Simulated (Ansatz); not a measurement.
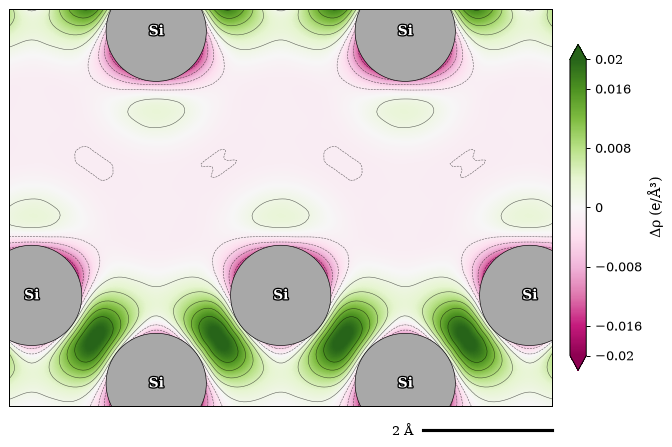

Si. Difference of the valence pseudo-densities of two functionals at the same geometry, on the (011̄) plane of the calculation cell: r2SCAN less LDA.

Both computed with Ansatz (plane waves, PAW), on the same k-point mesh. Grey discs cover the atomic cores.

```
Si
1.0
     0.00000    2.71550    2.71550
     2.71550    0.00000    2.71550
     2.71550    2.71550    0.00000
Si
2
Direct
  0.00000 0.00000 0.00000
  0.25000 0.25000 0.25000
```

> Where does the change of functional move the electrons?

Against LDA, r2SCAN gives a change of +0.021 e/Å³ at the midpoint of Si–Si.
